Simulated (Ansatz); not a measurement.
# Ga26Sb27: single-point calculation (part 2 of 2)

Ga26Sb27 (defect cell, 53 atoms in the cell); DFT PBE, scalar-relativistic, plane waves, PAW, spin-polarised (Ansatz 0.2.0); cutoff 420 eV, 1×1×1 k-mesh, Gaussian smearing of 0.05 eV, collinear spins. The structure derives from an entry of the Crystallography Open Database.

Output, continued:
```
Per-site moments (μB) at R_I (Å): [(0.014358816638597992, 1.0979200359773724), (0.014395665608144577, 1.096940943666723), (0.014035096205810598, 1.0992075874107208), (0.0070113646927341365, 1.0941869863114957), (0.013794007153444943, 1.0987837888380796), (0.013852756933614005, 1.0953950374694457), (0.013851674435177225, 1.0970611629395755), (0.015526860488607531, 1.0914683564559144), (0.013915407570630992, 1.0984878847303556), (0.00698044141758287, 1.09404314471069), (0.013904707396197997, 1.0988769289398477), (0.0069565850885650584, 1.094130894451083), (0.00695679727842924, 1.0938841716503163), (0.010352818121220575, 1.0939376446294293), (0.01341594300772583, 1.0977197514324322), (0.01036099573583183, 1.093904065662181), (0.0103718768192312, 1.093949914741852), (0.01391652393872555, 1.095942674840665), (0.013655524079175228, 1.096024394591241), (0.015399540719576511, 1.0914773034037035), (0.013342523714751274, 1.0980278842599542), (0.010352305335919236, 1.0939901195102195), (0.010362897013817996, 1.0938505746757121), (0.015342439405539263, 1.0908521981817345), (0.01037967333993535, 1.0939777801920751), (0.015403728111661338, 1.0905307256655987), (0.07963800001954016, 1.0979200359773724), (0.03970425266854414, 1.09404314471069), (0.07775734919006429, 1.096940943666723), (0.039112001365695793, 1.094130894451083), (0.038838934194369026, 1.094132123768544), (0.015687212354901846, 1.0939376446294293), (0.07451332364588535, 1.0953950374694457), (0.015925908323670187, 1.0941620609156668), (0.015997501016488797, 1.0941511217097692), (0.03919118108187968, 1.094243504949442), (0.038904624441028275, 1.0941583860865036), (0.01565434116973501, 1.0940624111782806), (0.03834802519855874, 1.094294349436734), (0.015713909171347896, 1.0938841716503163), (0.01575447354021773, 1.0942175094363011), (0.01574918675978081, 1.093904065662181), (0.015828920763293668, 1.0946461247875328), (0.015875045526784662, 1.093949914741852), (0.07534366582210263, 1.095942674840665), (0.01579450648503781, 1.0941413292855946), (0.015945857280979466, 1.0943610468161311), (0.01574767995874076, 1.0939901195102195), (0.015800729942135504, 1.0947901839262706), (0.01578842087129794, 1.0938505746757121), (0.01606642158557771, 1.0941423571994844), (0.016056946077990308, 1.0939777801920751), (0.0106323791060802, 1.0905307256655987)]
Free energy (F): -273431.382854 eV
Harris-Foulkes:  -273431.382854 eV  (|F-HF|=1.41e-8)
Internal energy: -273431.307978 eV  (E = F + TS)
E sigma→0 (E₀):  -273431.345416 eV
Entropy (-TS):   -0.074876 eV (-1.413 meV/atom)
Fermi energy:    7.735744 eV
--- Per-component energies (eV) ---
  E_band       = -7021.465587
  E_kinetic    = 8630.425536
  E_local      = -104220.157373  (includes V_loc(G=0)·N_el)
  E_nonlocal   = 20847.637559
  E_hartree    = 47968.520851
  E_xc         = -5525.219967
  E_vxc        = -4095.799305  (∫ρ·V_xc dr)
  E_paw        = -175286.818396  (= ΣΔE_a)
  E_vpaw       = -24120.612957  (= ΣTr[D̂ρ^β])
  E_aug_tail   = -0.002699  (compensation charges beyond the density's cutoff)
  E_ewald      = -65845.693488
  E_smearing   = -0.074876  (= −TS)
  E_closure    = -0.000000  (closes the sum)
  Σ components = -273431.382854   (vs F -273431.382854, Δ=0.00e0)
--- Forces (eV/Å), atoms counted from 1 ---
  atom   1  Ga    -0.01634658     0.00360288    -0.00487783
  atom   2  Ga     0.00021276    -0.00074761    -0.01170769
  atom   3  Ga    -0.01241356    -0.00091055    -0.00680728
  atom   4  Ga    -0.00092608     0.00785842     0.01107664
  atom   5  Ga     0.00997755    -0.00400507    -0.00602418
  atom   6  Ga    -0.01885714    -0.02562931    -0.01036370
  atom   7  Ga     0.01555822     0.00499311    -0.01365427
  atom   8  Ga    -0.00360399     0.00903466     0.00649521
  atom   9  Ga    -0.00449389    -0.00115132    -0.01454600
  atom  10  Ga     0.00189566    -0.00351886     0.01089637
  atom  11  Ga     0.00066038     0.00412435    -0.01132359
  atom  12  Ga     0.01242470     0.01116297    -0.00224369
  atom  13  Ga    -0.01309311    -0.01074070    -0.00706950
  atom  14  Ga    -0.00007753     0.00025214     0.00517652
  atom  15  Ga    -0.01689608    -0.00073188     0.01253985
  atom  16  Ga     0.00402955     0.00167417     0.00304104
  atom  17  Ga     0.00105784     0.00811800    -0.00222153
  atom  18  Ga    -0.01211419    -0.00211868    -0.01541693
  atom  19  Ga     0.00445659     0.01748709    -0.02027786
  atom  20  Ga     0.00311991    -0.00457675     0.00081413
  atom  21  Ga     0.00505031    -0.00792035     0.00511376
  atom  22  Ga     0.00886991    -0.00669818    -0.00158748
  atom  23  Ga    -0.00197799    -0.00212169     0.00213789
  atom  24  Ga     0.00672905    -0.00189352    -0.00000517
  atom  25  Ga     0.00199807    -0.00090591     0.00037258
  atom  26  Ga    -0.00249660    -0.00245409    -0.00242817
  atom  27  Sb     0.04268970     0.02453365     0.03949038
  atom  28  Sb     0.00158790    -0.00140388     0.03259604
  atom  29  Sb    -0.02643322    -0.02767987     0.04768326
  atom  30  Sb    -0.00116030     0.03514784    -0.01067310
  atom  31  Sb    -0.03706988    -0.01240648     0.00358525
  atom  32  Sb     0.01174124    -0.00462728     0.00738237
  atom  33  Sb    -0.01438761     0.03740277    -0.01458168
  atom  34  Sb     0.00639139     0.00077089    -0.00828985
  atom  35  Sb    -0.00287743    -0.00981958    -0.00526728
  atom  36  Sb     0.04121476     0.01232681     0.00765039
  atom  37  Sb    -0.00225947    -0.03964634    -0.00488200
  atom  38  Sb    -0.00757975     0.00484390     0.00619815
  atom  39  Sb    -0.00532057     0.00278143    -0.04252034
  atom  40  Sb     0.00437926     0.00921929     0.00471039
  atom  41  Sb    -0.00442890    -0.00811478     0.00411122
  atom  42  Sb    -0.00099419     0.00806227     0.00490650
  atom  43  Sb    -0.00526171    -0.00033180    -0.00300731
  atom  44  Sb    -0.00606017     0.00073809     0.00818480
  atom  45  Sb     0.03101988    -0.02686861    -0.00270472
  atom  46  Sb    -0.00185798    -0.00271980     0.00702244
  atom  47  Sb     0.00007026     0.00334300    -0.00223205
  atom  48  Sb     0.00019415     0.00935680     0.00017454
  atom  49  Sb     0.00220265    -0.00075474    -0.00383841
  atom  50  Sb    -0.00103570    -0.00611826    -0.00089244
  atom  51  Sb     0.00250008    -0.00206629     0.00083921
  atom  52  Sb    -0.00156901     0.00269719    -0.00046583
  atom  53  Sb     0.00155910    -0.00084712    -0.00226155
  max |Σ_I F_I| component: 2.75e-5 eV/Å
--- Band table (eV) ---
  k-point 0 ↑: bands = ["-21.1872", "-21.1865", "-21.1862", "-21.1858", "-21.1852", "-21.1845", "-21.1844", "-21.1840", "-21.1836", "-21.1825", ... 236 levels left out ..., "-7.3699", "-7.3687", "-7.3685", "-7.3683", "-7.3676", "-7.3665", "-7.3660", "-7.3649", "-7.3637", "-7.3633", "-7.3628", "-7.3624", "-7.3613", "-7.3608", "-7.3601", "-7.3580", "-7.3572", "-7.3561", "-7.3548", "-3.8112", "-2.8638", "-2.8234", "-2.8230", "-2.8229", "-2.7677", "-2.7650", "-2.7627", "-2.6598", "-2.4091",
      "-2.4090", "-2.3710", "-2.3694", "-2.3681", "-2.2536", "-1.6796", "-1.6794", "-1.6728", "-1.6721", "-1.6712", "-1.6230", "-1.6208", "-1.6186", "-1.5017", "-1.4962", "-1.4903", "-1.4509", "1.1674", "1.1681", "1.1691", "1.1997", "1.2007", "1.2009", "1.2030", "1.2040", "1.2673", "1.2692", "1.2709", "1.7444", "2.3333", "2.3336", "2.3345", "2.3519", "2.3524", "2.3885", "2.4333", "2.4370", "2.4407", "2.4430", "2.4878",
      "2.4916", "2.4949", "3.8784", "3.9133", "3.9144", "3.9152", "3.9171", "3.9182", "3.9185", "3.9290", "3.9291", "4.0362", "4.0374", "4.0390", "4.6108", "5.4448", "5.4460", "5.4462", "5.4618", "5.4625", "5.4638", "5.4801", "5.4817", "5.4826", "5.5311", "5.5316", "5.5329", "5.6550", "5.6570", "5.6579", "5.6864", "5.6868", "5.7820", "5.7861", "5.7893", "5.7902", "6.0055", "6.0070", "6.0081", "6.6362",
      "6.6371", "6.6387", "6.6539", "6.6560", "6.6582", "6.6772", "6.6781", "6.7266", "6.7286", "6.7341", "6.7478", "6.7494", "7.1214", "7.1232", "7.1256", "7.7131", "7.7190", "7.7242", "7.7332", "8.1987", "8.2052", "8.2066", "8.2085", "8.2610", "8.2635", "8.2659", "8.4822", "8.5348", "8.5357", "8.6028", "8.6033", "8.6036", "8.8722", "9.1510", "9.1518", "9.2605", "9.2641", "9.2657", "9.2664", "9.2675",
      "9.2701", "9.2784", "9.2807", "9.2845", "9.6235", "9.6896", "9.6904", "9.8314", "9.8336", "9.8363", "10.4267", "10.4295", "10.4334", "10.6058", "11.2543", "11.2546", "11.3508", "11.3528", "11.3550", "11.3632", "11.3653", "11.3668", "11.3873", "11.3875", "11.3909", "11.3994", "11.4049", "11.6530", "11.6582", "11.6620", "12.5882", "12.5894", "12.5902", "12.7722", "12.7729", "12.7751", "12.7755", "12.7759", "12.8515", "12.8521",
      "12.8528", "13.4272", "13.5063", "13.5194", "13.5211", "13.5231", "13.5493", "13.5898", "13.5916", "13.5966", "13.5968"]
  k-point 0 ↓: bands = ["-21.1757", "-21.1748", "-21.1745", "-21.1740", "-21.1735", "-21.1723", "-21.1723", "-21.1715", "-21.1710", "-21.1700", ... 236 levels left out ..., "-7.3656", "-7.3651", "-7.3643", "-7.3639", "-7.3632", "-7.3626", "-7.3620", "-7.3605", "-7.3601", "-7.3595", "-7.3590", "-7.3588", "-7.3580", "-7.3573", "-7.3567", "-7.3545", "-7.3538", "-7.3525", "-7.3512", "-3.7793", "-2.8337", "-2.7932", "-2.7928", "-2.7926", "-2.7338", "-2.7309", "-2.7286", "-2.6253", "-2.3764",
      "-2.3763", "-2.3347", "-2.3329", "-2.3312", "-2.1996", "-1.6401", "-1.6395", "-1.6384", "-1.6356", "-1.6354", "-1.6006", "-1.5984", "-1.5960", "-1.4272", "-1.4207", "-1.4128", "-1.3954", "1.1928", "1.1937", "1.1946", "1.2240", "1.2244", "1.2291", "1.2306", "1.2322", "1.2982", "1.2998", "1.3013", "1.7820", "2.3602", "2.3607", "2.3617", "2.3813", "2.3817", "2.4104", "2.4626", "2.4701", "2.4730", "2.4748", "2.5234",
      "2.5261", "2.5287", "3.9015", "3.9367", "3.9373", "3.9381", "3.9383", "3.9392", "3.9392", "3.9638", "3.9640", "4.0843", "4.0853", "4.0867", "4.7275", "5.4782", "5.4791", "5.4794", "5.4963", "5.4964", "5.4972", "5.5173", "5.5181", "5.5185", "5.5569", "5.5574", "5.5584", "5.6874", "5.6888", "5.6895", "5.7292", "5.7296", "5.8031", "5.8222", "5.8251", "5.8274", "6.0515", "6.0520", "6.0523", "6.6761",
      "6.6763", "6.6768", "6.6890", "6.6902", "6.6913", "6.7085", "6.7093", "6.7600", "6.7617", "6.7658", "6.7913", "6.7922", "7.1955", "7.1967", "7.1981", "7.7595", "7.7891", "7.7918", "7.7944", "8.2195", "8.2309", "8.2325", "8.2349", "8.2902", "8.2929", "8.2960", "8.5068", "8.5591", "8.5600", "8.6252", "8.6257", "8.6259", "8.8933", "9.1738", "9.1746", "9.2830", "9.2865", "9.2877", "9.2892", "9.2906",
      "9.2928", "9.3047", "9.3068", "9.3102", "9.6444", "9.7095", "9.7103", "9.8593", "9.8617", "9.8640", "10.4488", "10.4517", "10.4558", "10.6455", "11.2816", "11.2819", "11.3742", "11.3764", "11.3787", "11.3834", "11.3854", "11.3868", "11.4092", "11.4093", "11.4172", "11.4256", "11.4310", "11.6878", "11.6932", "11.6971", "12.6303", "12.6308", "12.6313", "12.7969", "12.7982", "12.7989", "12.8012", "12.8019", "12.8786", "12.8790",
      "12.8798", "13.4557", "13.5236", "13.5449", "13.5462", "13.5480", "13.5654", "13.6224", "13.6247", "13.6251", "13.6257"]
--- Löwdin populations: 53 sites ---
  site symbol       q [e]    m [muB]
     0     Ga     13.2611     0.0164
     1     Ga     13.2614     0.0167
     2     Ga     13.2606     0.0158
     3     Ga     13.2582     0.0042
     4     Ga     13.2605     0.0154
     5     Ga     13.2613     0.0159
     6     Ga     13.2605     0.0158
     7     Ga     13.2559     0.0286
     8     Ga     13.2612     0.0156
     9     Ga     13.2581     0.0041
    10     Ga     13.2609     0.0156
    11     Ga     13.2584     0.0041
    12     Ga     13.2586     0.0041
    13     Ga     13.2558     0.0140
    14     Ga     13.2607     0.0149
    15     Ga     13.2556     0.0139
    16     Ga     13.2555     0.0138
    17     Ga     13.2612     0.0160
    18     Ga     13.2609     0.0154
    19     Ga     13.2561     0.0283
    20     Ga     13.2603     0.0147
    21     Ga     13.2554     0.0139
    22     Ga     13.2554     0.0139
    23     Ga     13.2558     0.0279
    24     Ga     13.2553     0.0138
    25     Ga     13.2557     0.0280
    26     Sb     14.8116     0.1834
    27     Sb     14.6761     0.0900
    28     Sb     14.8099     0.1785
    29     Sb     14.6764     0.0887
    30     Sb     14.6770     0.0882
    31     Sb     14.6998     0.0288
    32     Sb     14.8068     0.1704
    33     Sb     14.7005     0.0294
    34     Sb     14.7008     0.0295
    35     Sb     14.6762     0.0888
    36     Sb     14.6766     0.0883
    37     Sb     14.6994     0.0288
    38     Sb     14.6771     0.0871
    39     Sb     14.6989     0.0299
    40     Sb     14.6990     0.0300
    41     Sb     14.7001     0.0291
    42     Sb     14.6992     0.0302
    43     Sb     14.7008     0.0294
    44     Sb     14.8073     0.1728
    45     Sb     14.6998     0.0291
    46     Sb     14.7003     0.0294
    47     Sb     14.7000     0.0291
    48     Sb     14.6994     0.0301
    49     Sb     14.7006     0.0292
    50     Sb     14.7011     0.0298
    51     Sb     14.7014     0.0298
    52     Sb     14.6914     0.0153
  spilling = 0.001470 (of n_electrons = 743.000000)
--- Bader charges: 53 sites ---
  site symbol  charge [e]  shift [e]    m [muB]
     0     Ga      0.3407     0.0007     0.0232
     1     Ga      0.3405     0.0007     0.0232
     2     Ga      0.3408     0.0007     0.0225
     3     Ga      0.3663     0.0008     0.0092
     4     Ga      0.3412     0.0007     0.0221
     5     Ga      0.3415     0.0007     0.0223
     6     Ga      0.3416     0.0007     0.0222
     7     Ga      0.3755     0.0008     0.0237
     8     Ga      0.3409     0.0007     0.0224
     9     Ga      0.3666     0.0008     0.0092
    10     Ga      0.3408     0.0007     0.0222
    11     Ga      0.3663     0.0008     0.0091
    12     Ga      0.3660     0.0008     0.0091
    13     Ga      0.3752     0.0008     0.0144
    14     Ga      0.3418     0.0007     0.0214
    15     Ga      0.3753     0.0008     0.0144
    16     Ga      0.3753     0.0008     0.0144
    17     Ga      0.3417     0.0007     0.0224
    18     Ga      0.3421     0.0007     0.0220
    19     Ga      0.3758     0.0008     0.0235
    20     Ga      0.3423     0.0007     0.0213
    21     Ga      0.3754     0.0008     0.0144
    22     Ga      0.3754     0.0008     0.0144
    23     Ga      0.3760     0.0008     0.0233
    24     Ga      0.3755     0.0008     0.0144
    25     Ga      0.3758     0.0008     0.0234
    26     Sb     -0.2080     0.0004     0.1728
    27     Sb     -0.3430     0.0007     0.0851
    28     Sb     -0.2067     0.0004     0.1687
    29     Sb     -0.3429     0.0007     0.0838
    30     Sb     -0.3432     0.0007     0.0832
    31     Sb     -0.3791     0.0007     0.0305
    32     Sb     -0.2088     0.0004     0.1620
    33     Sb     -0.3797     0.0007     0.0310
    34     Sb     -0.3800     0.0008     0.0311
    35     Sb     -0.3429     0.0007     0.0839
    36     Sb     -0.3430     0.0007     0.0833
    37     Sb     -0.3789     0.0007     0.0304
    38     Sb     -0.3431     0.0007     0.0821
    39     Sb     -0.3733     0.0008     0.0290
    40     Sb     -0.3734     0.0008     0.0290
    41     Sb     -0.3795     0.0008     0.0306
    42     Sb     -0.3736     0.0008     0.0291
    43     Sb     -0.3800     0.0007     0.0308
    44     Sb     -0.2113     0.0004     0.1640
    45     Sb     -0.3793     0.0008     0.0307
    46     Sb     -0.3797     0.0008     0.0310
    47     Sb     -0.3794     0.0007     0.0306
    48     Sb     -0.3738     0.0008     0.0291
    49     Sb     -0.3798     0.0007     0.0306
    50     Sb     -0.3804     0.0008     0.0312
    51     Sb     -0.3805     0.0008     0.0312
    52     Sb     -0.3731     0.0008     0.0183
  estimated error of the sums over rays = 5.7e-4 e
```

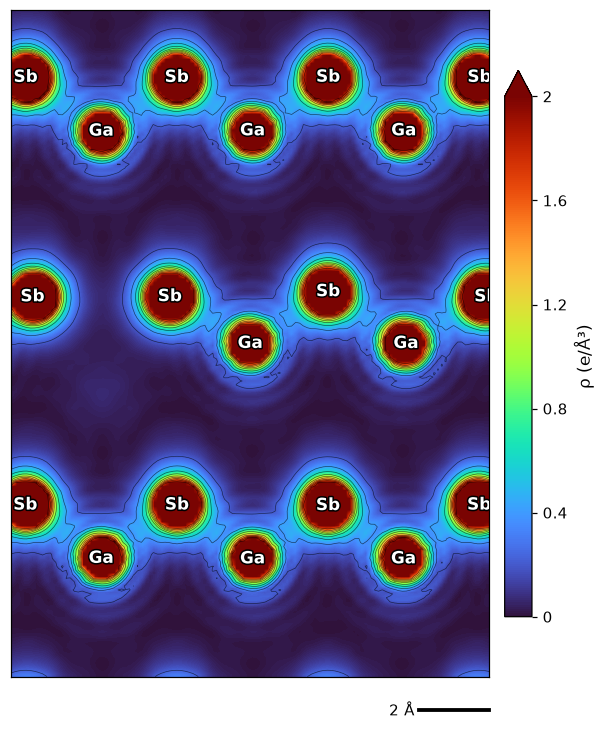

*Valence electron density on the (11̄0) plane of the calculation cell.*

The section cuts through Ga and Sb sites. Ga–Sb (2.64 Å): the density is about 0.46 e/Å³ at the midpoint, with its minimum of 0.36 e/Å³ about 1.1 Å from Ga. The density dies away to nearly zero in the voids. In a PAW calculation such maps are meaningful between the atoms, not at the nuclei.

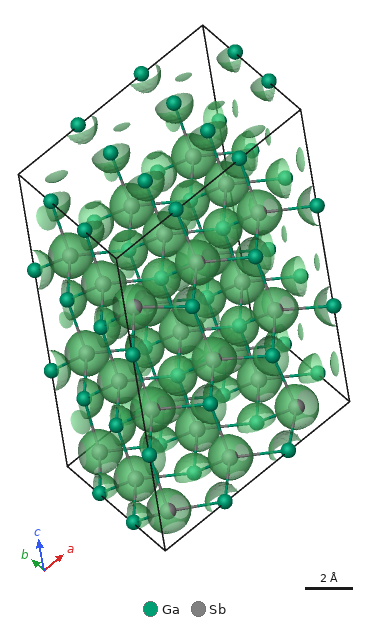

*Isosurface of the valence electron density at 0.6 e/Å³ (green), seen slightly off an axis. Sticks mark near contacts. The outline is the calculation cell.*

At this value the density breaks into separate islands; it holds about 75 % of the electrons treated as valence (semicore included). It is pinched off along the Ga–Sb (2.64 Å) contacts. On the grid the lowest density along these lines, outside the cores, is 0.36 e/Å³ (Ga–Sb, 2.64 Å).

Results in brief:

| quantity | value |
| --- | --- |
| outcome | converged |
| electrons treated | 743 |
| free energy | −273431.3829 eV |
| Fermi energy | 7.736 eV |
| gap on the k-point mesh | none (metallic) |
| net moment of the cell | 2.16 μB |
| integrated absolute moment | 2.20 μB |
| largest force (length of the vector) | 0.063 eV/Å |
| wall time | 2.1 min (CPU time 17 min) |
| peak memory | 3.9 GiB |

Remarks:

Warnings of the run: the state was not tested for a lower one. The k-point mesh is coarse for a cell of this size, so the results may not be converged.
